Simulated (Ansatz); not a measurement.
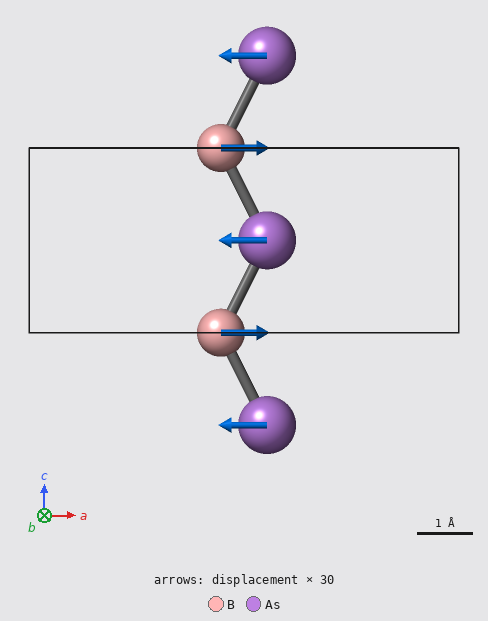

A relaxation of a wire of composition BAs. The starting structure is drawn; blue arrows show the displacements (the part carried along by the change of the cell is left out), magnified 30 times.

A ball-and-stick model of the cell of the calculation, with the vacuum cut short, seen along the b axis.

Case: zigzag chain of atoms.

The calculation used Ansatz 0.2.0, DFT PBE, scalar-relativistic, plane waves, PAW. Set-up: plane-wave cutoff 420 eV; k-point mesh 1 × 1 × 19; occupations gaussian; smearing width 0.05 eV; collinear spin; cell relaxed at fixed a, b, alpha, beta, gamma; force threshold 0.01 eV/Å; at most 45 steps.

What did the optimiser do to the structure, and how much energy did it gain?

The largest moves relative to the layer's centre, 0.030 Å, are those of B and As atoms. Largest moves by element: B 0.030 Å, As 0.030 Å. Along the periodic axis the drawn cell goes c 3.373 → 3.416 Å (+1.3 %). Near-neighbour distances that change, for instance: As–B 1.886 → 1.879 Å. Among the angles between lasting bonds that change: As–B–As 126.9° → 130.7°, B–As–B 126.9° → 130.7°. After 3 accepted moves (4 points after the start) the energy has fallen by 11.8 meV per cell of the calculation. The largest force component goes from 0.26 to 0.0024 eV/Å. The SCF was repeated once at an unchanged geometry on a basis and grid sized afresh for the cell, which shifted the energy by 0.2 meV per cell of the calculation at most. The program noted that the starting moments weren't kept.
